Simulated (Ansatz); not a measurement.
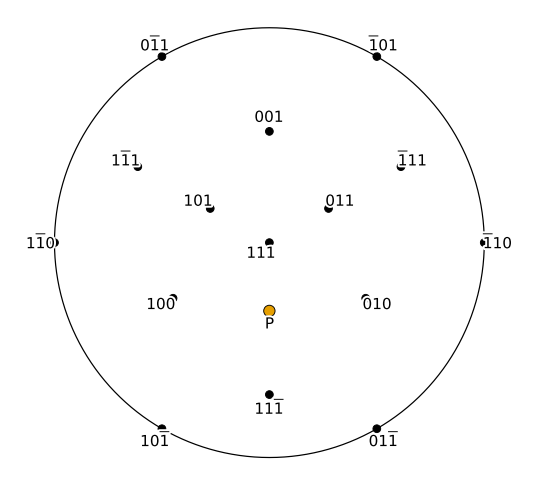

Crystal: Rh, coordinates from a relaxation with Ansatz, DFT r2SCAN, scalar-relativistic, plane waves, PAW; the starting structure was generated, so it need not be a known form of this composition. Stereographic projection of plane normals (upper hemisphere) centred on (1 1 1). Geometry calculated from the standardised cell; symmetry tolerance 0.002 Å.

a = 4.842 Å, b = 4.842 Å, c = 4.842 Å, α = 90.00°, β = 90.00°, γ = 90.00°.

**Index the pole marked P.**

P is (1 1 0), 35.3° from the centre.

**What is the angle between the normals of (1 0 1) and (0 1 0), and what are their d_hkl = 1/|g|?**

90.0°; d = 3.424 Å and 4.842 Å.
